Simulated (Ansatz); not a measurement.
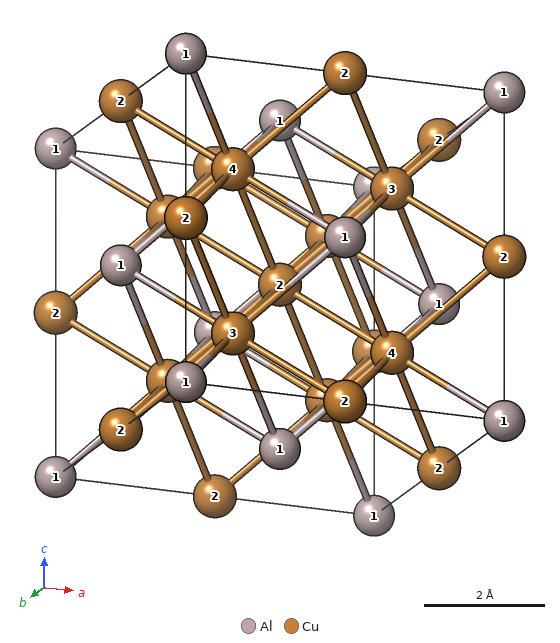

Reference structure: a crystal of AlCu$_{3}$ (set up in Fm-3m). The picture is a ball-and-stick view of the conventional cell (4 times the calculation's cell), seen from a free direction. Lengths and directions refer to the drawn axes.

Theory: DFT r2SCAN, scalar-relativistic, plane waves, PAW in Ansatz. (plane-wave cutoff 500 eV; occupations gaussian; smearing width 0.1 eV; no spin polarisation) The k-mesh is chosen for each cell (12×12×12, 14×14×14).

Change: The crystal is put under a hydrostatic pressure of 40 GPa. Cell and atoms are relaxed at that pressure.

Predict the response.

Answer. The volume changes by −16.1 %, with a = b = c 5.781 → 5.452 Å (−5.7 %). No atom moves by more than 0.005 Å relative to the cell. Some distances before and after: Cu–Cu 2.891 → 2.726 Å, Al–Cu 2.891 → 2.726 Å, Al–Cu 2.503 → 2.361 Å, Cu–Cu 2.503 → 2.361 Å. The space group stays Fm-3m (No. 225). Energy change: +208 meV per atom. (The two runs use different k-meshes.) The pressure goes from 0.0 to 40.0 GPa.

The changed structure in the same view:

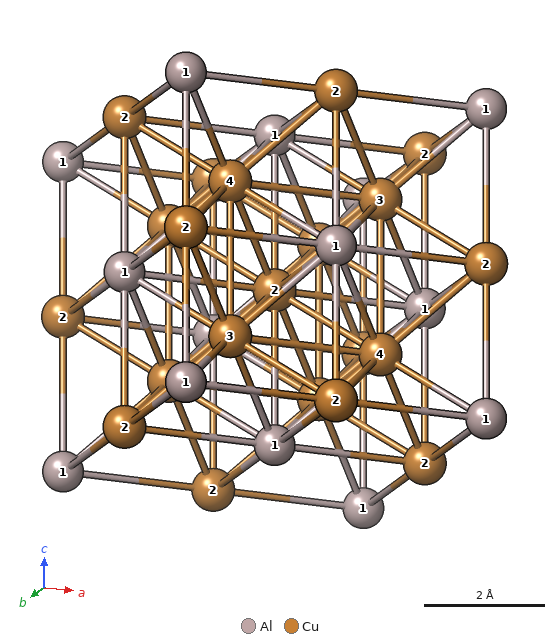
